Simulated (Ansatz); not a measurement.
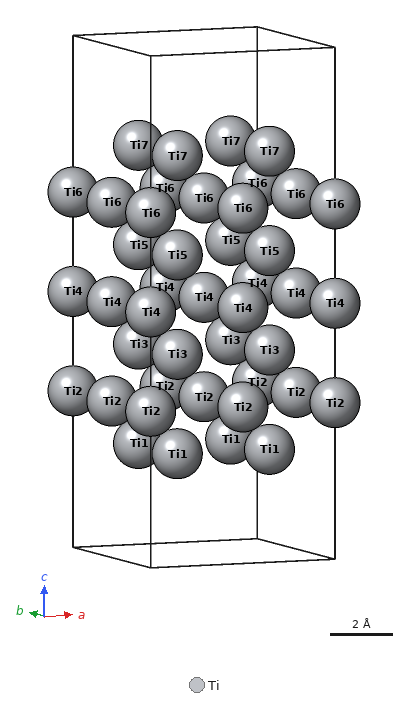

Fig. 1: The input geometry (spheres-only view of the 2 × 2 repeat of the cell, with the vacuum cut short, seen slightly off an axis; atoms are numbered from 1 in the order of the input). An atom can appear more than once, as a periodic image.

## Single-point calculation of Ti

The run: single-point calculation of Ti (slab, 7 atoms in the cell). Method and program: DFT PBE, scalar-relativistic, plane waves, PAW, no spin polarisation (Ansatz 0.2.0).

The structure derives from an entry of the Crystallography Open Database. It belongs to a series of runs on one base structure; here: (1 0 0) slab cut from the bulk. Figures and captions count atoms from 1; the log counts them from 0 in places.

Input file:
```yaml
crystal:
  lattice:
    - [3.2555055271, 0.0, 0.0]
    - [0.0, 3.2555055271, 0.0]
    - [0.0, 0.0, 24.7665165814]
  atoms:
    - { symbol: Ti, position: [0.5, 0.5, 0.3028282147] }
    - { symbol: Ti, position: [0.0, 0.0, 0.3685521431] }
    - { symbol: Ti, position: [0.5, 0.5, 0.4342760716] }
    - { symbol: Ti, position: [0.0, 0.0, 0.5] }
    - { symbol: Ti, position: [0.5, 0.5, 0.5657239284] }
    - { symbol: Ti, position: [0.0, 0.0, 0.6314478569] }
    - { symbol: Ti, position: [0.5, 0.5, 0.6971717853] }
basis:
  ecutwfc: 420
kpoints:
  mp_grid: { grid: [11, 11, 1] }
hamiltonian:
  xc: pbe
scf:
  occupations: { method: gaussian, width: 0.1 }
output:
  forces: true
  stress: true
  eigenvalues: true
  write_density: true
  write_potential: true
  elf: true
  volumetric_format: npy
efield:
  axis: 3
  dipole_correction: true
  ramp_width: 0.04
```

Run on 1 thread of Intel Xeon @ 2.70GHz, 189 GiB of memory available, shared host.

Run as:
```bash
ansatz run input.yaml --threads 1 --pin off --max-ram 2560MiB --backend cpu --events-out ev --progress --plain --runs-dir out
```

The program's output:
```
Engine: ansatz 0.2.0, x86_64-unknown-linux-gnu
Pseudopotentials: kind: paw
Pseudopotential: Ti, paw, valence charge 12, recommended cutoff 420 eV (normal), Ti.paw.azcp
Functional definition: PBE
  parameter kappa = 0.804
  parameter beta = 0.06672455060314922
  exchange = pbe_x(kappa = kappa, mu = beta*pi^2/3)
  correlation = pbe_c(beta = beta)
Crystal: 7 atoms, lattice volume = 262.483 Å³
Basis set: ecut = 420 eV, 5163 PW (Γ), exchange–correlation on 48×48×360 points (8 copies of the dense FFT grid, shifted against one another)
Bands: 51, of which v1, the nominal top of the filled ones, is band 42 counted from 1 (41 counted from 0)
Symmetry: 8 space group operations
k-points: 21 of 121
Non-local potential: Ti, projectors of the file, l = 0: 3, l = 1: 2, l = 2: 3, l = 3: 1
PAW form: soft (Blöchl's): semilocal exchange-correlation on the pseudo side does not see the compensation charge
PAW one-centre angular grid: Ti, 590 points (default); XC on 64 Gauss nodes
Initial density: superposition of atomic densities (neutral atoms: chi_scale 0, normalization atom), corrected by the library's trained network
Initial wavefunctions: pseudopotential atomic-orbital guess
Functional: x = pbe(κ = 0.804, μ = 0.2195149727645171), c = pbe(β = 0.06672455060314922)
SCF iter   1: F=—  HF=-17494.911064 eV  |F-HF|=—  |Δ(HF+E_count)|=         —  Δρ=1.61e-2  dr2=9.28e0  ethr=1.77e-3  p=0.000 e·Å  D=1.29e-13 V/Å  ΔV_dip=-0.00 eV  dr2_dipole=2.29e-7  V_vac-E_F(+/−)=3.53/3.53 eV  ⟨swp⟩=9.2  Hψ=4822  notcnv=0  defer=1
efield: sawtooth ramp at fractional position 0.9800 (placed from the atoms, in the widest stretch of the axis that holds none; the zero of the levels goes with the place), width 0.0400; the density the first Hamiltonian is built on has a dipole p = 0.000 e·Å; the dipole correction subtracts the counter field D = 1.29e-13 V/Å, which shifts the + side's vacuum level by -0.00 eV against the − side's; the planar-averaged density in the ramp window peaks in size at 9.7e-5 e/Å³
preconditioner: auto → LDOS  [metal: Δε(μ)=0.010 eV  Ē_g=2.084 eV  σ=0.100 eV  W_gap=0.06  n_scr=52 (ndim 8)  ℏωp=12.1 eV  f_vac=0.461  D(μ)=16.66/eV (n_scr^D=170)  β→1.0]
SCF iter   2: F=—  HF=-17494.777341 eV  |F-HF|=—  |Δ(HF+E_count)|=   1.34e-1  Δρ=3.11e-3  dr2=8.13e-2  ethr=1.77e-3  p=0.000 e·Å  D=3.19e-5 V/Å  ΔV_dip=-0.00 eV  dr2_dipole=1.55e-7  V_vac-E_F(+/−)=3.17/3.17 eV  ⟨swp⟩=2.4  Hψ=1367  notcnv=0  defer=19
SCF iter   3: F=—  HF=-17494.777500 eV  |F-HF|=—  |Δ(HF+E_count)|=   1.58e-4  Δρ=1.34e-3  dr2=2.26e-2  ethr=9.67e-5  p=0.000 e·Å  D=1.93e-5 V/Å  ΔV_dip=-0.00 eV  dr2_dipole=1.09e-7  V_vac-E_F(+/−)=3.22/3.22 eV  ⟨swp⟩=2.0  Hψ=1485  notcnv=0  defer=21
SCF iter   4: F=—  HF=-17494.777416 eV  |F-HF|=—  |Δ(HF+E_count)|=   8.34e-5  Δρ=3.82e-4  dr2=1.28e-3  ethr=2.69e-5  p=0.000 e·Å  D=1.13e-5 V/Å  ΔV_dip=-0.00 eV  dr2_dipole=1.73e-9  V_vac-E_F(+/−)=3.20/3.20 eV  ⟨swp⟩=1.9  Hψ=1143  notcnv=0  defer=21
SCF iter   5: F=—  HF=-17494.777394 eV  |F-HF|=—  |Δ(HF+E_count)|=   2.20e-5  Δρ=1.39e-4  dr2=1.09e-4  ethr=1.52e-6  p=0.000 e·Å  D=7.47e-6 V/Å  ΔV_dip=-0.00 eV  dr2_dipole=6.58e-10  V_vac-E_F(+/−)=3.21/3.21 eV  ⟨swp⟩=2.1  Hψ=1263  notcnv=0  defer=21
SCF iter   6: F=—  HF=-17494.777402 eV  |F-HF|=—  |Δ(HF+E_count)|=   7.40e-6  Δρ=5.23e-5  dr2=1.71e-5  ethr=1.30e-7  p=0.000 e·Å  D=3.41e-6 V/Å  ΔV_dip=-0.00 eV  dr2_dipole=3.00e-11  V_vac-E_F(+/−)=3.22/3.22 eV  ⟨swp⟩=2.0  Hψ=1335  notcnv=0  defer=21
SCF iter   7: F=—  HF=-17494.777274 eV  |F-HF|=—  |Δ(HF+E_count)|=   1.28e-4  Δρ=1.84e-5  dr2=1.80e-6  ethr=2.03e-8  p=0.000 e·Å  D=1.58e-6 V/Å  ΔV_dip=-0.00 eV  dr2_dipole=1.04e-11  V_vac-E_F(+/−)=3.22/3.22 eV  ⟨swp⟩=2.3  Hψ=1466  notcnv=0  defer=20
SCF iter   8: F=—  HF=-17494.777274 eV  |F-HF|=—  |Δ(HF+E_count)|=   3.00e-7  Δρ=7.20e-6  dr2=2.54e-7  ethr=2.15e-9  p=0.000 e·Å  D=5.42e-7 V/Å  ΔV_dip=-0.00 eV  dr2_dipole=5.69e-13  V_vac-E_F(+/−)=3.22/3.22 eV  ⟨swp⟩=2.0  Hψ=1320  notcnv=0  defer=20
SCF iter   9: F=-17494.777274 eV  HF=-17494.777274 eV  |F-HF|=6.81e-9  |Δ(HF+E_count)|=   4.78e-8  Δρ=2.44e-6  dr2=2.23e-8  ethr=1.19e-10  p=0.000 e·Å  D=1.34e-7 V/Å  ΔV_dip=-0.00 eV  dr2_dipole=1.47e-13  V_vac-E_F(+/−)=3.22/3.22 eV  ⟨swp⟩=19.5  Hψ=7723  notcnv=0
SCF 1 converged in 9 iterations: F = -17494.777274 eV  dr2 = 2.23e-8
  greatest PAW one-centre occupation: 0.999 electrons in one spin orbital (limit 2), on the Ti atom at site 5 (counted from 0), in its partial waves of l = 0
```

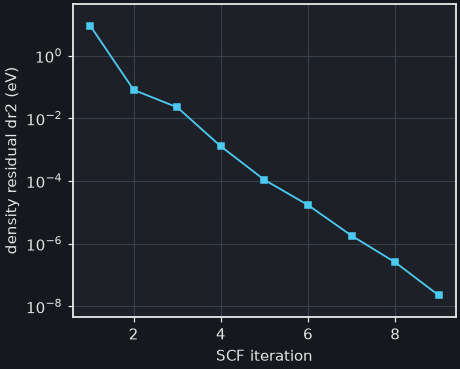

Fig. 2: Convergence of the self-consistent field: density residual dr2 against the SCF iteration. The residual falls at every step.

```
WARN: The output density's exchange-correlation potential varies sharply where the density is thin. Do not read a vacuum level from v_tot or v_xc, or from such a field of the output density. On a cell that repeats whose density bears no net charge and no dipole along the vacuum's axis use v_es (v_loc + v_h of the components); under efield.dipole_correction with no amplitude use v_es + v_field, which holds any external_charges[].barrier, or the levels of the report's work_function block, which leave it out; under a non-zero efield.amplitude the vacuum is tilted and has no level; on a cell that repeats and bears such a dipole with no correction it is tilted too, and efield.dipole_correction with no amplitude gives each side of its ramp a level where efield: is served; in a cell that repeats whose density bears a net charge (total_charge, or a fill off its count) it is curved and has none; of a slab under crystal.periodic whose density bears no net charge use v_es, which has a level on each side, short of where the two are joined; of another it falls or rises all the way out and has none; of a slab beside external_charges read slab_vacuum_level instead, which it has where they leave it neutral. The grid or the basis barely resolves most such structure, and the values can differ between equally converged runs; as a rule a tighter scf.convergence.dr2_threshold does not remove it. Where the density itself ripples (under the LDA too) a higher basis.ecutwfc lessens it. The files hold the spikes' plane waves up to the density's cutoff. Files: v_tot_of_output_density and the like, and their columns of v_z.tsv (output.write_potential); v_xc_of_output_density and the like, and their columns of v_comp_z.tsv (output.write_potential_components). Measured: with its Gaussian average of σ = 0.25 Å subtracted twice, the exchange-correlation potential is over 0.1 eV at 1040 of the grid points where the equally averaged density (valence and model cores) is under 1e-3 e/Å³, and 1.36 eV at the most among them, at an averaged density of 1.2e-7 e/Å³. The input density's (outcome.potential() and, of a run that writes arrays, v_tot and v_xc) is over 0.1 eV, so measured, at 9 points of its own thin density, 0.135 eV at the most. See output.write_potential in the manual, Limitations
SCF converged after 9 iterations
Free energy (F): -17494.777274 eV
Harris-Foulkes:  -17494.777274 eV  (|F-HF|=6.81e-9)
Internal energy: -17494.692117 eV  (E = F + TS)
E sigma→0 (E₀):  -17494.734696 eV
Entropy (-TS):   -0.085157 eV (-12.165 meV/atom)
Fermi energy:    4.466223 eV
Dipole field:    D = 0.000001 V/Å  (p = 0.000001 e·Å, saw-weighted, corrected)
Work function:   Φ+ = 3.2244 eV   Φ− = 3.2244 eV
Levels:          The Fermi level and band energies are counted from a zero that moves with the ramp; work functions are not
--- Per-component energies (eV) ---
  E_band       = -1831.891474
  E_kinetic    = 1900.370289
  E_local      = -78817.499599  (includes V_loc(G=0)·N_el)
  E_nonlocal   = 60.781541
  E_hartree    = 38534.947112
  E_xc         = -677.564480
  E_vxc        = -847.183960  (∫ρ·V_xc dr)
  E_paw        = -7334.411053  (= ΣΔE_a)
  E_vpaw       = -1198.280271  (= ΣTr[D̂ρ^β])
  E_aug_tail   = 0.000872  (compensation charges beyond the density's cutoff)
  E_efield     = 0.000000  (sawtooth field / dipole correction)
  E_vefield    = 0.000000  (∫n·V_field dr)
  E_ewald      = 28838.683201
  E_smearing   = -0.085157  (= −TS)
  E_closure    = -0.000000  (closes the sum)
  Σ components = -17494.777274   (vs F -17494.777274, Δ=0.00e0)
--- Forces (eV/Å), atoms counted from 1 ---
  atom   1  Ti     0.00000000     0.00000000     0.47098541
  atom   2  Ti     0.00000000     0.00000000    -0.41154674
  atom   3  Ti    -0.00000000     0.00000000    -0.03279274
  atom   4  Ti     0.00000000     0.00000000     0.00000023
  atom   5  Ti     0.00000000     0.00000000     0.03279149
  atom   6  Ti    -0.00000000     0.00000000     0.41154654
  atom   7  Ti     0.00000000     0.00000000    -0.47098446
  max |Σ_I F_I| component: 2.81e-7 eV/Å
--- Stress (GPa, compression-positive) ---
       -2.849939       0.000000      -0.000000
        0.000000      -2.849939       0.000000
       -0.000000       0.000000      -1.106744
  P = ⅓ Tr σ = -2.2689 GPa (-22.689 kbar)
--- Band table (eV; the first three rows and the last of 21) ---
  k-point 0: bands = ["-52.5571", "-52.5571", "-51.9870", "-51.9463", "-51.8818", "-51.8315", "-51.7860", "-28.9292", "-28.9291", "-28.7234", "-28.7234", "-28.7233", "-28.7233", "-28.3460", "-28.3188", "-28.2963", "-28.2963", "-28.2091", "-28.2022", "-28.2022", "-28.0797", "-28.0797", "-28.0721", "-27.9702", "-27.9702", "-27.9316", "-27.8891", "-27.8891", "-1.1873", "-0.4488", "0.5578", "1.6447", "2.4553", "2.4866", "2.4953", "2.6753", "2.8975", "3.5235", "4.3716", "4.6603", "4.6750", "5.3587", "5.3587", "5.3606", "5.3872", "5.3872", "5.4635", "5.4635", "5.5489", "5.7264", "5.7264"]
  k-point 1: bands = ["-52.5560", "-52.5560", "-51.9823", "-51.9434", "-51.8812", "-51.8332", "-51.7892", "-28.9300", "-28.9299", "-28.7351", "-28.7350", "-28.7209", "-28.7208", "-28.3524", "-28.3481", "-28.2878", "-28.2732", "-28.2616", "-28.1977", "-28.1537", "-28.1249", "-28.0800", "-28.0309", "-27.9923", "-27.9748", "-27.9158", "-27.8980", "-27.8969", "-1.0484", "-0.3197", "0.6695", "1.7310", "2.5277", "2.5578", "2.5636", "2.7476", "2.9509", "3.5432", "4.3192", "4.6659", "4.6868", "5.1023", "5.2163", "5.2221", "5.3889", "5.3985", "5.4273", "5.4351", "5.4463", "5.6451", "5.8273"]
  k-point 2: bands = ["-52.5529", "-52.5529", "-51.9688", "-51.9350", "-51.8797", "-51.8382", "-51.7989", "-28.9324", "-28.9322", "-28.7657", "-28.7655", "-28.7141", "-28.7141", "-28.3953", "-28.3757", "-28.2875", "-28.2760", "-28.2630", "-28.1844", "-28.1480", "-28.1302", "-28.0806", "-28.0110", "-28.0097", "-27.9884", "-27.9198", "-27.9122", "-27.9023", "-0.6441", "0.0519", "0.9806", "1.9459", "2.6570", "2.7234", "2.7750", "2.8724", "3.1491", "3.6629", "4.2580", "4.6004", "4.6937", "4.8854", "4.9386", "4.9776", "5.1104", "5.2594", "5.2908", "5.5811", "5.5878", "5.6187", "5.6261"]
  k-point 20: bands = ["-52.5330", "-52.5330", "-51.8767", "-51.8759", "-51.8710", "-51.8659", "-51.8510", "-28.8949", "-28.8948", "-28.8499", "-28.8493", "-28.8469", "-28.8465", "-28.4872", "-28.4837", "-28.3597", "-28.3473", "-28.2411", "-28.1911", "-28.1736", "-28.1624", "-28.1382", "-28.1306", "-28.1056", "-28.0181", "-28.0100", "-27.9113", "-27.9052", "2.2204", "2.3003", "2.8114", "2.8843", "3.4854", "3.5063", "3.7107", "3.7891", "3.8700", "3.8756", "3.8864", "3.9003", "3.9244", "4.0243", "4.0510", "4.2796", "4.3326", "4.9271", "4.9512", "6.2735", "6.2946", "6.3417", "6.3621"]
```

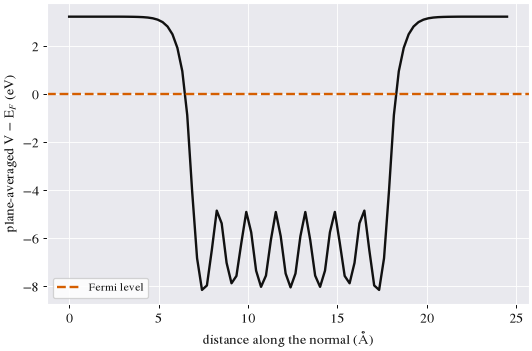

Fig. 3: Plane average of the electrostatic potential energy of an electron across the cell, from the Fermi level. The vacuum level lies 3.22 eV above the Fermi level.

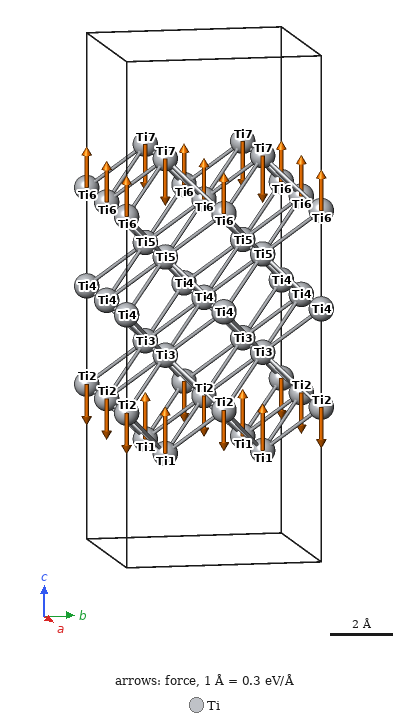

Fig. 4: Forces on the atoms as orange arrows (ball-and-stick view of the 2 × 2 repeat of the cell, with the vacuum cut short, seen slightly off an axis; atoms are numbered from 1 in the order of the input); the smallest are left out. The largest act on Ti1, Ti7 (0.47 eV/Å); Ti2, Ti6 (0.41 eV/Å). The geometry is not a stationary point of this energy.

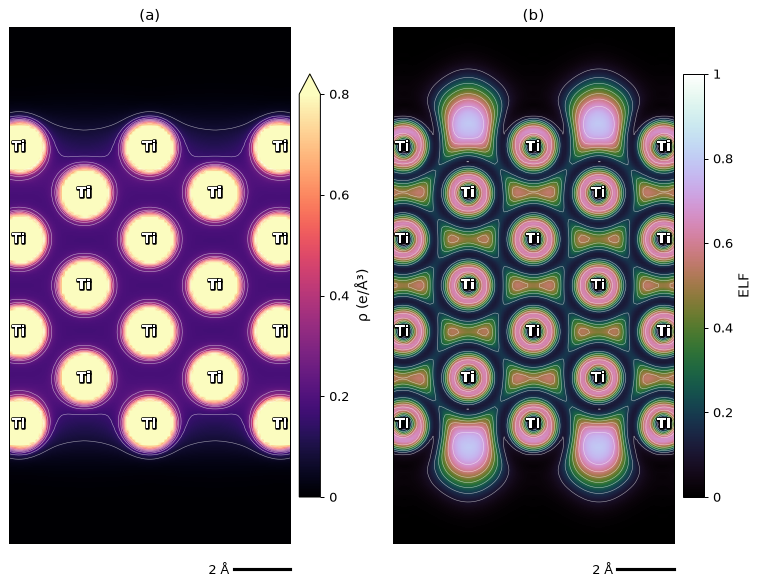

Fig. 5: (a) valence electron density; (b) electron localisation function on the (11̄0) plane of the calculation cell, a cut from vacuum to vacuum. The section cuts through Ti sites. Ti–Ti (2.82 Å): ρ at the midpoint is about 0.19 e/Å³; the ELF is about 0.20 at the midpoint (no localised pair between them). The density dies away to nearly zero in the vacuum. The strong features right at Ti lie inside the PAW spheres (semicore, d or f shells) and say nothing about bonding. In a PAW calculation such maps are meaningful between the atoms, not at the nuclei.

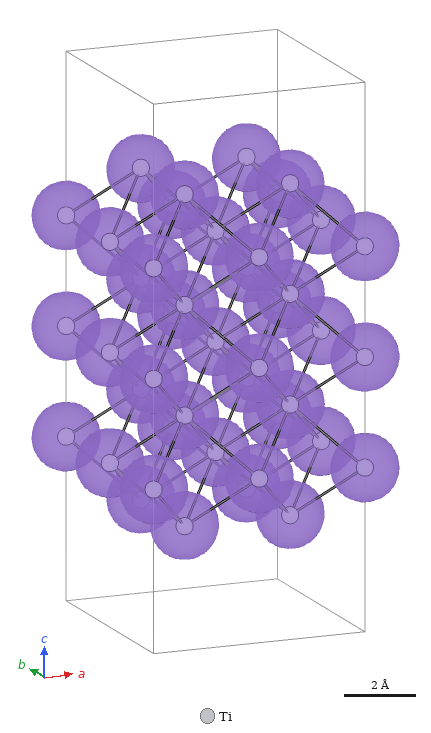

Fig. 6: Isosurface of the valence charge density (pseudo) at 0.4 e/Å³ (purple), seen slightly off an axis. Sticks mark near contacts. At this value the density breaks into separate islands; it holds about 75 % of the electrons treated as valence (semicore included). It is pinched off along the Ti–Ti (2.82 Å) contacts. On the grid the lowest density along these lines, outside the cores, is 0.19 e/Å³ (Ti–Ti, 2.82 Å).

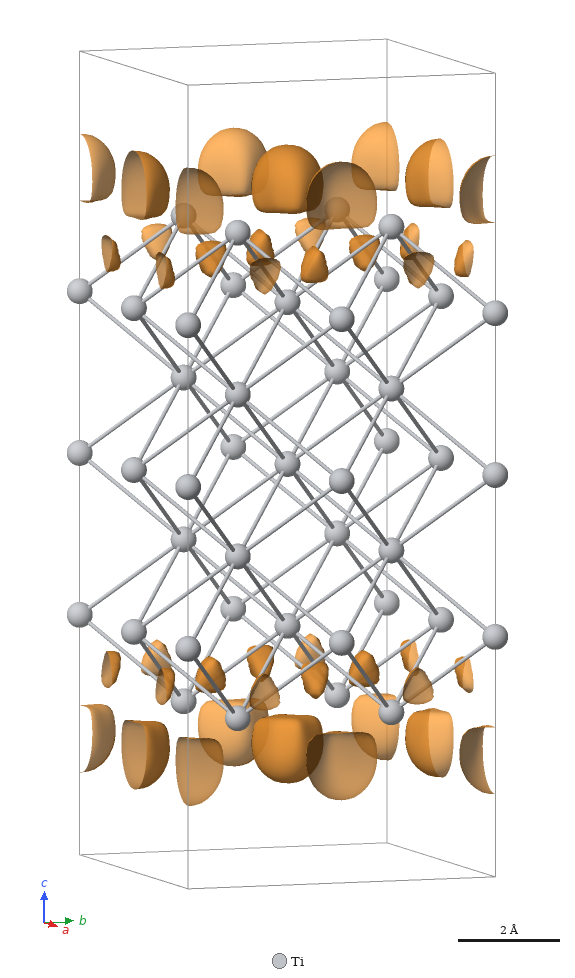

Fig. 7: Isosurface of the ELF at 0.65 (orange), seen slightly off an axis. Only the valence region is drawn (cores and ρ < 0.01 e/Å³ removed). Sticks mark near contacts. Along the contacts the grid gives the following. Ti–Ti (2.82 Å): the ELF is about 0.20 at the midpoint; no shared electron pair.

Summary:

```tsv
quantity	value
outcome	converged
electrons treated	84
free energy	−17494.7773 eV
work function, top face	3.22 eV
work function, bottom face	3.22 eV
Fermi energy	4.466 eV
gap on the k-point mesh	none (metallic)
work function (upper face)	3.22 eV
largest force (length of the vector)	0.471 eV/Å
wall time	39 s
peak memory	0.55 GiB
```

Notes:

Warnings of the run: the exchange-correlation potential is rough where the density is thin.
